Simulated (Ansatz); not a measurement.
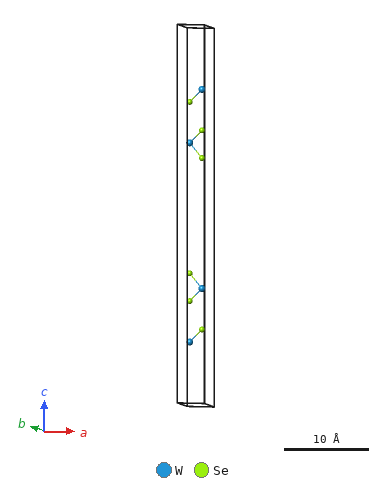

We look at a ball-and-stick model of the crystal from the side at a slight tilt. The edges of the simulation cell are marked.

W2Se3, a = 3.27 Å, b = 3.27 Å, c = 45.59 Å, α = 90.00°, β = 90.00°, γ = 120.00°.

Method used: Ansatz, DFT PBEsol, scalar-relativistic, plane waves, PAW. It ran with 420 eV cutoff, the zone sampled with 1×9×1 points, Gaussian smearing of 0.05 eV, no spin polarisation.

**Does it come out as a metal, or with a gap?**

A semiconductor at this level, with a gap of 0.22 eV on the k-mesh (the true edges may lie between mesh points, so the gap can be somewhat smaller).

Its origin is a structure listed in the Materials Project, from which a slab was cut. Earlier steps of the study may have refined or changed the cell and positions. An electronic-structure calculation with Ansatz was run on it.

At this level of theory the cell isn't at rest (forces up to 1.4 eV/Å), so its distances can differ from those at equilibrium, the more so the softer the solid.
